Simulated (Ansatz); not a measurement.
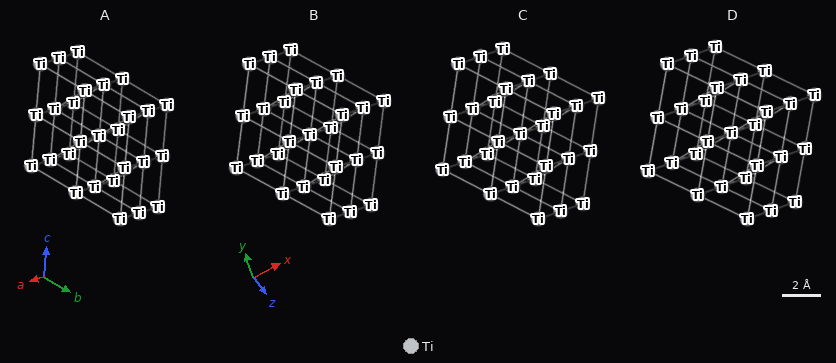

A scan of crystalline Ti (Im-3m) along one coordinate. x, y and z are the Cartesian axes of the input. The picture is a ball-and-stick view of the cell of the calculation, repeated 2 × 2 × 2 with one cell outlined, seen slightly off an axis.

Theory: Ansatz 0.2.0, DFT PBE, scalar-relativistic, plane waves, PAW. Set-up: plane-wave cutoff 420 eV; k-point mesh 26 × 26 × 26; occupations gaussian; smearing width 0.15 eV; no spin polarisation. Energies (free energies at the smearing named) are counted from the relaxed crystal.

Q: What is being scanned?

A: The cell is strained along x alone, with the atoms kept at their fractional coordinates. In the frames the strain is −0.10 (A), −0.025 (B), 0.025 (C), 0.0875 (D). Their energies are 57.8 meV/atom, 3.4 meV/atom, 2.7 meV/atom, 31.3 meV/atom.
